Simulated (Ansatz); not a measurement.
# Zn2Si3N: a trial structure relaxed, part 1 of 2

The task: take a trial cell of Zn2Si3N to zero force and stress.

Computed with Ansatz 0.2.0 (DFT PBE, scalar-relativistic, plane waves, PAW, unless a step's input says otherwise).

### Step 1. The starting structure

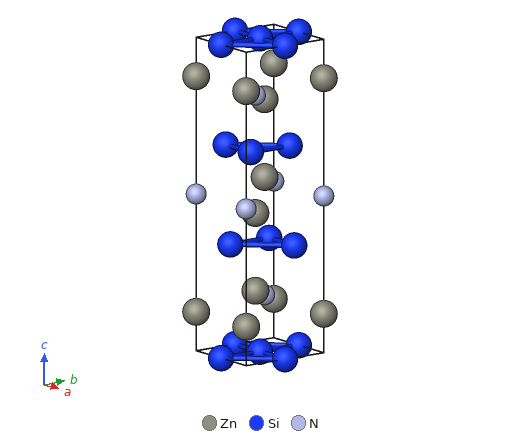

The starting structure, seen slightly off an axis (zinc grey, silicon blue, nitrogen light blue). Atoms on the faces are drawn again on the opposite ones. The cell drawn here is the conventional one.

As a file:

```xyz
6
Lattice="2.4764 1.4298 4.0556 -2.4764 1.4298 4.0556 0.0000 -2.8595 4.0556" Properties=species:S:1:pos:R:3 pbc="T T T"
Zn    0.0000    0.0000    1.5088
Zn    0.0000    0.0000   10.6580
Si    1.2382   -0.7149    4.0556
Si   -1.2382   -0.7149    4.0556
Si    0.0000    1.4298    4.0556
N     0.0000    0.0000    6.0834
```

The cell is invented: species swapped into a database cell of Er2Al3Ga (R-3m, No. 166), with Zn on the Er sites, Si on the Al sites and N on the Ga sites. The dimensions are guesses.

### Step 2. Probe: one point on a coarse mesh

Input file input.yaml:

```yaml
crystal:
  lattice:
    - [2.47642618, 1.42976532, 4.05557875]
    - [-2.47642618, 1.42976532, 4.05557875]
    - [0.0, -2.85953064, 4.05557875]
  atoms:
    - { symbol: Zn, position: [0.12400857, 0.12400857, 0.12400857] }
    - { symbol: Zn, position: [0.87599143, 0.87599143, 0.87599143] }
    - { symbol: Si, position: [0.5, 0.0, 0.5] }
    - { symbol: Si, position: [0.0, 0.5, 0.5] }
    - { symbol: Si, position: [0.5, 0.5, 0.0] }
    - { symbol: "N", position: [0.5, 0.5, 0.5] }
basis:
  ecutwfc: 420
kpoints:
  mp_grid: { grid: [6, 6, 6] }
hamiltonian:
  xc: pbe
scf:
  occupations: { method: gaussian, width: 0.1 }
  lower_state_search: "off"
output:
  forces: true
  stress: true
  eigenvalues: true
```

Run with:

```bash
$ ansatz run input.yaml --threads 1 --pin off --max-ram 2560MiB --backend cpu --events-out ev --progress --plain --runs-dir out
```

The log of the run, cut to the lines that bear on the results:

```text
[...]
SCF converged after 7 iterations
Free energy (F): -8924.571188 eV
[...]
E sigma→0 (E₀):  -8924.565069 eV
Entropy (-TS):   -0.012238 eV (-2.040 meV/atom)
Fermi energy:    9.657456 eV
[...]
--- Forces (eV/Å), atoms counted from 1 ---
  atom   1  Zn     0.00000000    -0.00000000     0.07526516
  atom   2  Zn     0.00000000     0.00000000    -0.07526516
  atom   3  Si    -0.00000000     0.00000000     0.00000000
  atom   4  Si    -0.00000000     0.00000000     0.00000000
  atom   5  Si    -0.00000000     0.00000000     0.00000000
  atom   6  N     -0.00000000    -0.00000000     0.00000000
[...]
--- Stress (GPa, compression-positive) ---
        1.946595       0.000000       0.000000
        0.000000       1.946595      -0.000000
       -0.000000      -0.000000     -10.168616
  P = ⅓ Tr σ = -2.0918 GPa (-20.918 kbar)
--- Band table (eV; the first three rows and the last of 32) ---
  k-point 0: bands = ["-5.1274", "-0.6911", "2.2816", "2.2816", "2.3468", "2.3468", "2.4214", "2.5402", "2.5402", "2.6085", "2.7811", "2.7811", "2.8269", "5.4961", "5.4961", "5.4981", "5.6241", "5.6241", "6.6474", "8.0646", "8.0646", "9.8206", "10.9727", "10.9727", "11.1578", "13.0270", "14.3729"]
[...]
```

Run time: 6.2 s. Hardware: 1 thread of AMD EPYC 7R43 (Zen 3), shared host; peak memory 0.44 GiB.

From the probe: pressure -2.1 GPa, largest force 0.08 eV/Å, gap on this mesh none (metal). The relaxation goes to the converged mesh at once.

### Step 3. Spin check on a coarse mesh

Changes to input.yaml since step 2:

```diff
@@ -11,3 +11,3 @@
     - { symbol: Si, position: [0.5, 0.5, 0.0] }
-    - { symbol: "N", position: [0.5, 0.5, 0.5] }
+    - { symbol: "N", position: [0.5, 0.5, 0.5], spin: 1.0 }
 basis:
@@ -25 +25,4 @@
   eigenvalues: true
+  populations: true
+magnetization:
+  spin_polarized: true
```

Run with:

```bash
$ ansatz run input.yaml --threads 1 --pin off --max-ram 2560MiB --backend cpu --events-out ev --progress --plain --runs-dir out
```

The log of the run, cut to the lines that bear on the results:

```text
[...]
SCF converged after 18 iterations
Magnetization: -0.0000 μB (20.5000 up, 20.5000 down)
Absolute magnetization: 0.0000 μB (∫|ρ↑−ρ↓|, with the PAW one-centre terms)
Spin contamination: 0.0000 ħ² per cell (⟨S²⟩ above its minimum at these occupations)
Per-site moments (μB) at R_I (Å): [(-3.4471539118065353e-7, 1.1961861596854633), (-3.4471539123520823e-7, 1.196186159685463), (3.109284295581296e-8, 1.0215257986601198), (3.109284332937243e-8, 1.0215257986601198), (3.1092843394857894e-8, 1.0215257986601198), (-2.23771175769888e-6, [...]
Free energy (F): -8924.571188 eV
[...]
E sigma→0 (E₀):  -8924.565069 eV
Entropy (-TS):   -0.012238 eV (-2.040 meV/atom)
Fermi energy:    9.657444 eV
[...]
--- Forces (eV/Å), atoms counted from 1 ---
  atom   1  Zn     0.00000000    -0.00000000     0.07525830
  atom   2  Zn     0.00000000     0.00000000    -0.07525830
  atom   3  Si    -0.00000000     0.00000000     0.00000000
  atom   4  Si     0.00000000     0.00000000    -0.00000000
  atom   5  Si     0.00000000    -0.00000000     0.00000000
  atom   6  N     -0.00000000     0.00000000    -0.00000000
[...]
--- Stress (GPa, compression-positive) ---
        1.946472       0.000000       0.000000
        0.000000       1.946472      -0.000000
        0.000000      -0.000000     -10.168657
  P = ⅓ Tr σ = -2.0919 GPa (-20.919 kbar)
--- Band table (eV; the first three rows and the last of 64) ---
[... band rows left out ...]
[...]
--- Löwdin populations: 6 sites ---
  site symbol       q [e]    m [muB]
     0     Zn     11.0535    -0.0000
     1     Zn     11.0535    -0.0000
     2     Si      4.1256     0.0000
     3     Si      4.1256     0.0000
     4     Si      4.1256     0.0000
     5      N      5.8192    -0.0000
  spilling = 0.017004 (of n_electrons = 41.000000)
```

Run time: 22 s. Hardware: 1 thread of AMD EPYC 7R43 (Zen 3), shared host; peak memory 0.48 GiB.

By site:

```csv
atom,Löwdin electrons
Zn1,11.05
Zn2,11.05
Si3,4.13
Si4,4.13
Si5,4.13
N6,5.82
```

The Löwdin counts miss 0.70 of the 41 electrons, which the atomic orbitals do not span, so they are no charges.

The same cell is solved with trial moments on N. The largest site moment that stays is 0.00 μB and the cell's total 0.00 μB. The workflow keeps spin only above 0.25 μB on a site, so the next run goes without spin.

(Continued in part 2 of 2.)
